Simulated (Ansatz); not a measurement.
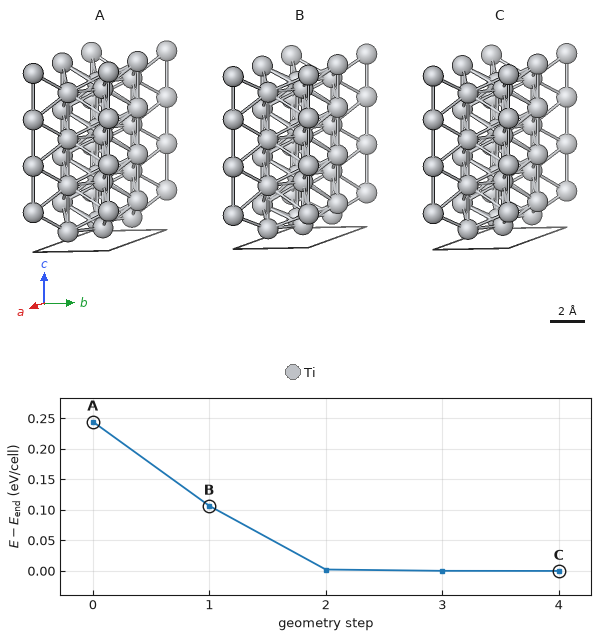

Frames of a relaxation of a slab of composition Ti (cut from the P6/mmm phase), marked on the history of the run. Style: ball-and-stick. Shown: the 2 × 1 repeat of the cell, outlined in the plane, without the vacuum, from a free direction.

Case: (0 0 1) slab, atoms relaxed. The slab is the (0 0 1) face of Ti.

All numbers below come from Ansatz, DFT PBE, scalar-relativistic, plane waves, PAW.

The input:
```yaml
crystal:
  lattice:
    - [4.5795363026, 0.0, 0.0]
    - [-2.2897681513, 3.9659947756, 0.0]
    - [0.0, 0.0, 24.9126042603]
  atoms:
    - { symbol: Ti, position: [0.3333333333, 0.6666666667, 0.301052428] }
    - { symbol: Ti, position: [0.6666666667, 0.3333333333, 0.301052428] }
    - { symbol: Ti, position: [0.0, 0.0, 0.3578945914] }
    - { symbol: Ti, position: [0.3333333333, 0.6666666667, 0.4147367549] }
    - { symbol: Ti, position: [0.6666666667, 0.3333333333, 0.4147367549] }
    - { symbol: Ti, position: [0.0, 0.0, 0.4715789183] }
    - { symbol: Ti, position: [0.3333333333, 0.6666666667, 0.5284210817] }
    - { symbol: Ti, position: [0.6666666667, 0.3333333333, 0.5284210817] }
    - { symbol: Ti, position: [0.0, 0.0, 0.5852632451] }
    - { symbol: Ti, position: [0.3333333333, 0.6666666667, 0.6421054086] }
    - { symbol: Ti, position: [0.6666666667, 0.3333333333, 0.6421054086] }
    - { symbol: Ti, position: [0.0, 0.0, 0.698947572] }
basis:
  ecutwfc: 420
kpoints:
  mp_grid: { grid: [9, 9, 1] }
hamiltonian:
  xc: pbe
scf:
  occupations: { method: gaussian, width: 0.1 }
output:
  forces: true
  eigenvalues: true
  write_density: true
  write_potential: true
  elf: true
  volumetric_format: npy
relax:
  adjacent_minimum: "off"
  f_tol: 0.02
  max_steps: 60
efield:
  axis: 3
  dipole_correction: true
  ramp_width: 0.04
```

Command:
```bash
ansatz run input.yaml --threads 1 --pin off --max-ram 2560MiB --backend cpu --events-out ev --progress --plain --runs-dir out
```

Question: Describe the path.

Answer: After 4 geometry steps the energy has fallen by 0.245 eV per cell of the calculation. The largest force component goes from 1.1 to 0.0051 eV/Å. Ti12 moves most relative to the layer's centre: 0.16 Å along the normal (−c). The cell stays as it was. Among the contacts that change: Ti9–Ti12 2.832 → 2.661 Å, Ti1–Ti4 2.832 → 2.696 Å, Ti1–Ti3 2.999 → 2.904 Å, Ti10–Ti12 2.999 → 2.938 Å. Cost: 5 min on 1 thread of Arm Neoverse V2, with other jobs on the host, peak memory 0.82 GiB. From step 0 to 1: Ti atoms move most (0.19 Å), energy −0.138 eV per cell of the calculation. From step 1 to 4: Ti3 moves most (0.11 Å), energy −0.107 eV per cell of the calculation.

| step | E − E(0), meV/atom | largest force component, eV/Å |
| --- | --- | --- |
| 0 | 0.00 | 1.1405 |
| 1 | -11.49 | 0.8526 |
| 2 | -20.20 | 0.0798 |
| 3 | -20.38 | 0.0276 |
| 4 | -20.39 | 0.0051 |
